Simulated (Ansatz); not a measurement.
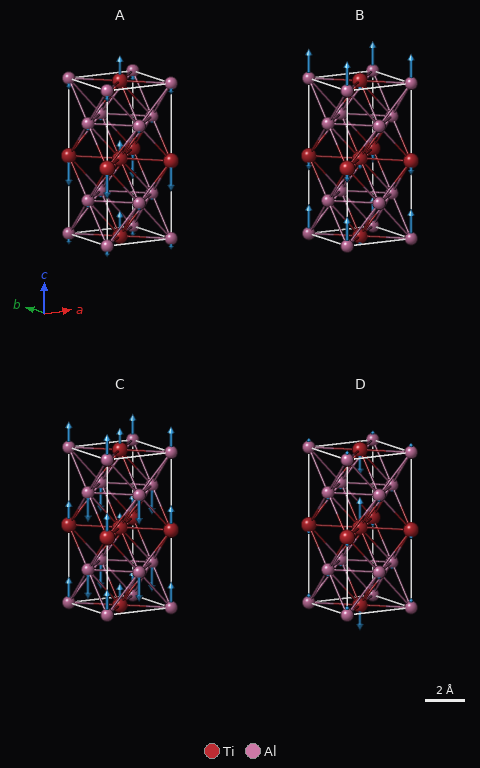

Four optical modes of crystalline Ti$_{3}$Al$_{5}$ relaxed at 3 GPa at the zone centre, in no order. The blue arrows are the displacements of the atoms (eigenvector over the root of the mass), of arbitrary overall length and sign. The picture is a ball-and-stick view of the cell of the calculation, seen from a free direction.

All numbers below come from DFT LDA, scalar-relativistic, plane waves, PAW in Ansatz. Settings: plane-wave cutoff 420 eV; k-point mesh 10 × 10 × 6; occupations fermi dirac; smearing width 0.15 eV; target pressure 3 GPa; no spin polarisation.

The frequencies depend somewhat on the k-mesh and the smearing.

**Rank the modes by frequency, softest first.**

D (141 cm⁻¹), B (239 cm⁻¹), A (292 cm⁻¹), C (342 cm⁻¹). D, A₂u: The Ti (1d) and Al (1a) sublattices move against the Ti (1c) and Ti (1b) and Al (4i) sublattices, along c; the kinetic energy is shared as Ti 98 %, Al 2 %. B, A₂u: The Al (4i) atoms hardly move; the Al (1a) sublattice moves against the Ti (1b) and Ti (1d) and Ti (1c) sublattices, along c; the kinetic energy is shared as Al 77 %, Ti 23 %. A, A₂u: The Ti (1b) and Al (1a) and Al (4i) sublattices move against the Ti (1c) and Ti (1d) sublattices, along c; the kinetic energy is shared as Ti 98 %, Al 2 %. C, A₂u: The Al (4i) sublattice moves against the Al (1a) and Ti (1b) and Ti (1c) and Ti (1d) sublattices, along c; the kinetic energy is shared as Al 70 %, Ti 30 %. The crystal is metallic in this run.
